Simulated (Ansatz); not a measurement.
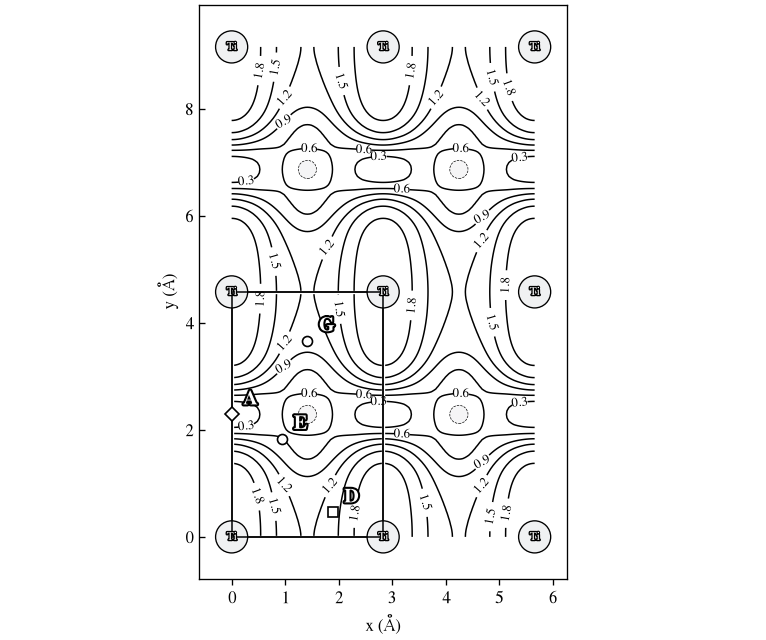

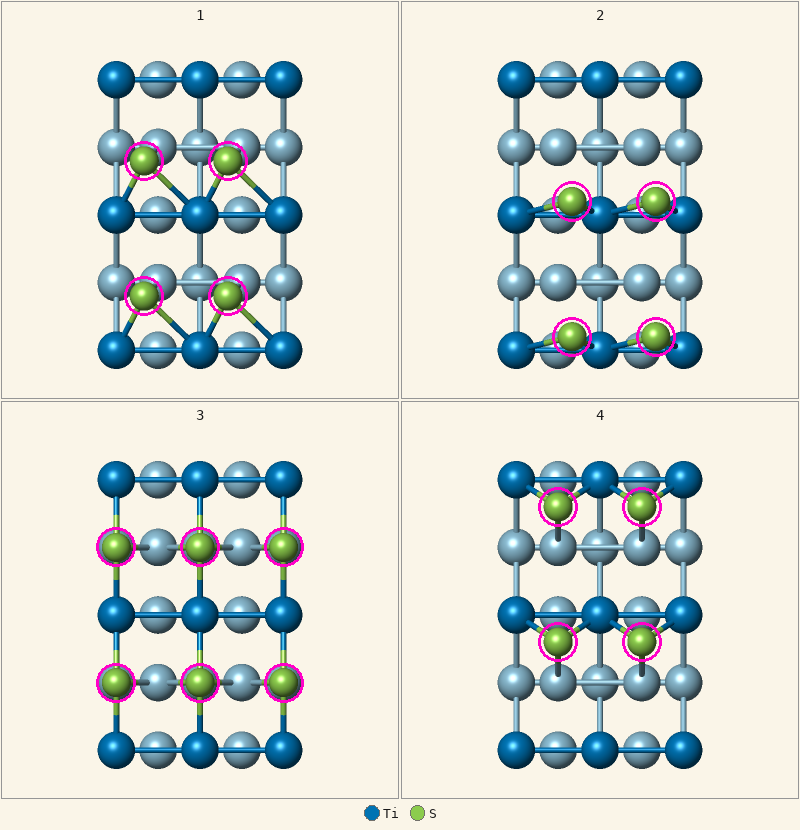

S on a Ti(100) slab cut from the P6/mmm phase, its upper half relaxed before the scan (6 atoms of substrate and one adsorbate in a 1 × 1 cell). S is moved over the surface cell; relaxed at each place: the height of the adsorbate's atoms; substrate rigid; the origin of the map has the adsorbate above Ti6. Places are given modulo a cell vector. The map is drawn in real space over the plane of the surface. The scan uses a 6 × 10 grid; 24 points were computed and 36 follow by symmetry. Energies: eV, counted from the lowest grid point. With one adsorbate in each 1 × 1 cell, its nearest image is 2.8 Å away, so neighbouring adsorbates interact. These are results of DFT PBE, scalar-relativistic, plane waves, PAW in Ansatz, not measurements. Settings: cutoff 420 eV, k-mesh 9×6×1, gaussian smearing 0.1 eV, no spin polarisation.

Drawn: contour lines labelled in eV, labelled circles for the atoms of the top layer and small ones for the second layer, the outline of one cell of the 2 × 2 shown, lettered points. Between grid points the surface is interpolated. The numbered pictures are the structures at these points, in random order. Rings mark the moved atoms.

> Which structure belongs to which point?

A is structure 3: the trough between two rows of top atoms, (0/6, 5/10) of the cell vectors, 0.00 eV; D is structure 2: (4/6, 1/10) of the cell vectors [nearest 1 Ti at 2.16 Å], 1.37 eV; E is structure 1: (2/6, 4/10) of the cell vectors [nearest 1 Ti at 2.30 Å], 0.60 eV; G is structure 4: (3/6, 8/10) of the cell vectors [nearest 2 Ti at 2.26 Å], 1.03 eV.

PAW datasets: the set soft_1.
